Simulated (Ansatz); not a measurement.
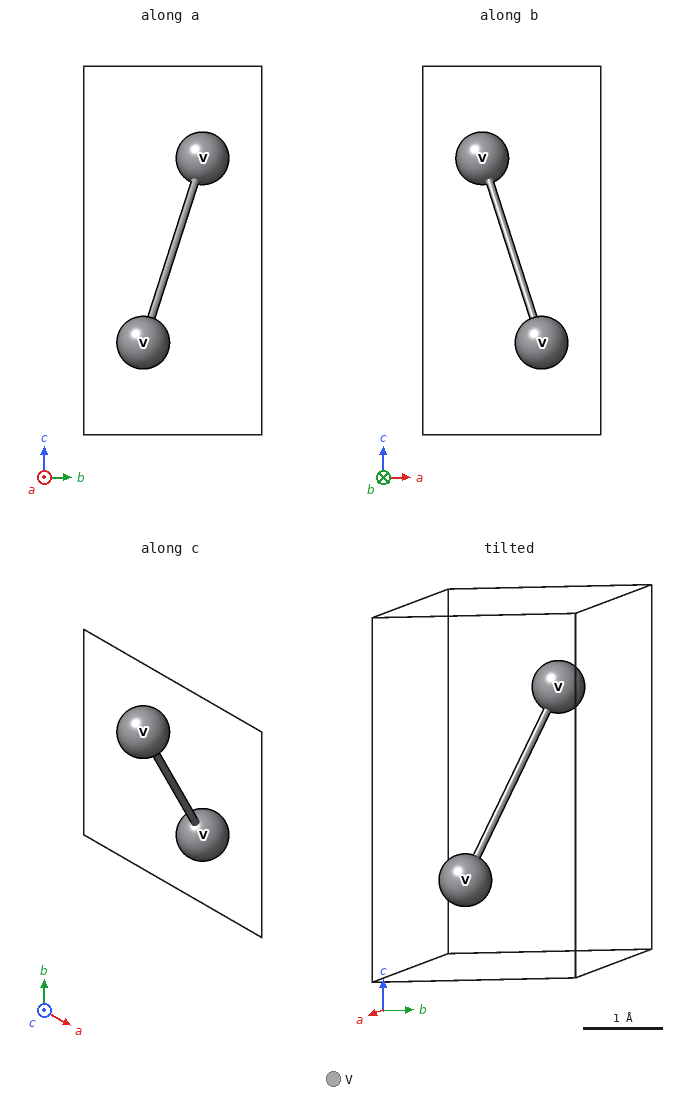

View along the a axis, along the b axis, along the c axis and slightly off an axis, drawn as a ball-and-stick model. The conventional unit cell is drawn as a box.

Lattice parameters: a = 2.6130 Å, b = 2.6130 Å, c = 4.6892 Å, α = 90.000°, β = 90.000°, γ = 120.000°.

### Turn the picture into a CIF with its space group and independent sites.

```cif
data_structure
_symmetry_space_group_name_H-M 'P 63/m m c'
_symmetry_Int_Tables_number 194
_cell_length_a 2.6130
_cell_length_b 2.6130
_cell_length_c 4.6892
_cell_angle_alpha 90.000
_cell_angle_beta 90.000
_cell_angle_gamma 120.000
_cell_volume 27.73
loop_
_atom_site_label
_atom_site_type_symbol
_atom_site_symmetry_multiplicity
_atom_site_Wyckoff_symbol
_atom_site_fract_x
_atom_site_fract_y
_atom_site_fract_z
_atom_site_occupancy
V1 V 2 d 0.3333 0.6667 0.7500 1
```

Starting structure: a structure type filled with this element by a generator (whether the element takes this form wasn't checked). It was relaxed at fixed volume with DFT r2SCAN, scalar-relativistic, plane waves, PAW in Ansatz 0.2.0.
